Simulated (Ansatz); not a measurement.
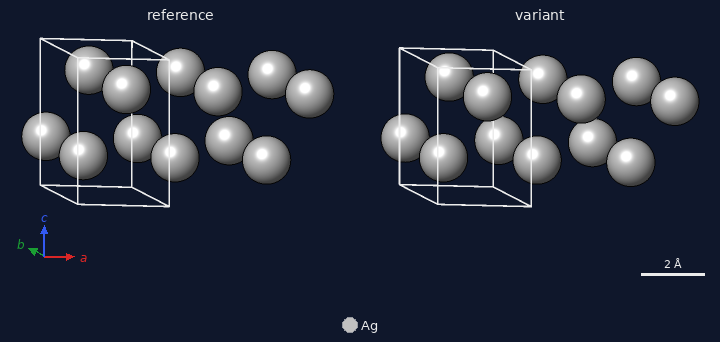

Left: a symmetric starting cell of Ag. Right: the same structure after one change, at the same scale. Style: spheres-only. Shown: the cell of the calculation, repeated 3 × 2 × 1 with one cell outlined, slightly off an axis.

Method: DFT PBEsol, scalar-relativistic, plane waves, PAW in Ansatz. Settings: plane-wave cutoff 420 eV; k-point mesh 18 × 18 × 10; occupations gaussian; smearing width 0.1 eV; no spin polarisation.

What was changed?

Answer. The cell is strained by −6.8 % along c and +2.2 % across it (volume −2.5 %), the atoms keeping their fractional coordinates. No relaxation follows. The starting cell wasn't computed here and needn't be at equilibrium, so pressure and forces aren't due to the change alone.

And its effect?

Answer. Near-neighbour distances before and after: Ag–Ag 2.931 → 2.825 to 2.996 Å. The space group stays P6_3/mmc (No. 194). The pressure is −3.1 GPa (not all of it need come from the change, since the unchanged cell can be under pressure at this level too). The principal stresses (compression positive) are 2.7 GPa along c and −6.0 GPa across it. All forces vanish by symmetry.
